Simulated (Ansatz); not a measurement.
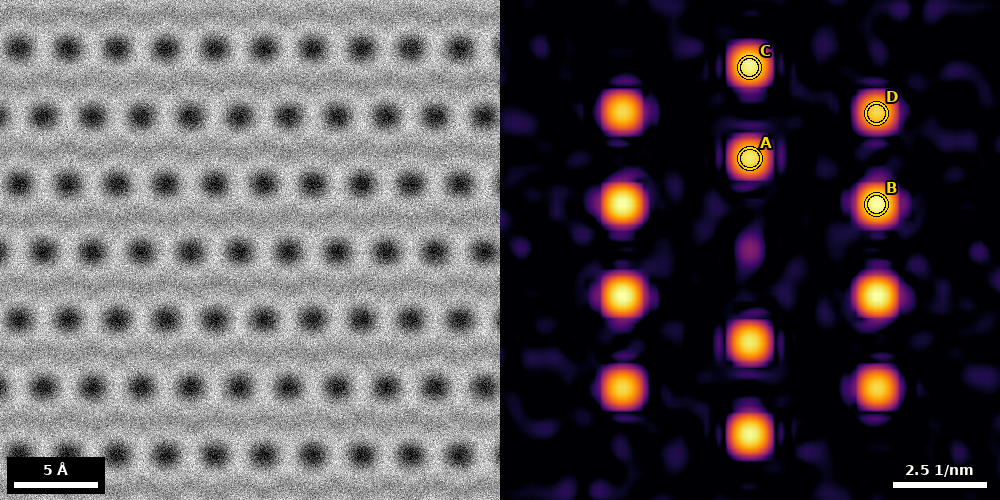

Phase-contrast TEM-like image of a crystal. Simulated in the weak-phase-object approximation with neutral-atom potentials: 300 kV, Cs = 0.50 mm, defocus −376 Å (negative is underfocus), defocus spread 40 Å, aperture 0.61 1/Å. Shot noise was added.

The right panel is the modulus of the image's Fourier transform on a logarithmic scale.

> Which lattice spacings do the marked spots stand for, and what angle do A and B enclose?

A: 4.1 Å, B: 2.8 Å, C: 2.0 Å, D: 2.0 Å; A and B enclose about 70°.

The crystal is HfB₂ (I4/mmm, No. 139) along [100]; the spots are (002), (011), (004) and (013). Atomic positions: the end point of a relaxation with DFT PBE, scalar-relativistic, plane waves, PAW (Ansatz 0.2.0); the starting structure was generated, so it need not be a known form of this composition.
